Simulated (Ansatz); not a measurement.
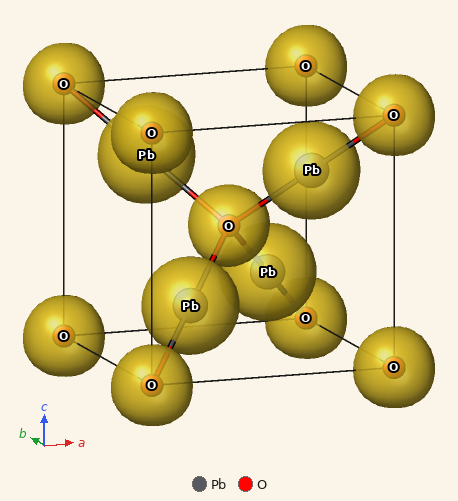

Figure 1: Pb2O. Isosurface of the valence charge density (pseudo) at 0.6 e/Å³ (yellow), seen slightly off an axis. Sticks mark near contacts.

Space group Pn-3m; computed pressure about 3 GPa in this cell.

Level of theory: DFT, PBE, plane-wave PAW, default files, scalar-relativistic (Ansatz).

Core electrons are frozen (PAW), and the valence fields are smoothed inside the atomic spheres.

Which contacts does the surface bridge?

Answer. At this value the density breaks into separate islands; it holds about 75 % of the electrons treated as valence (semicore included). It bridges none of the near contacts. It is pinched off along the sampled Pb–O (2.33 Å) contacts. On the grid the lowest density along these lines, outside the cores, is 0.43 e/Å³ (Pb–O, 2.33 Å).

Does the calculation give a band gap?

Answer. It is gapless in this calculation (a metal or semimetal).
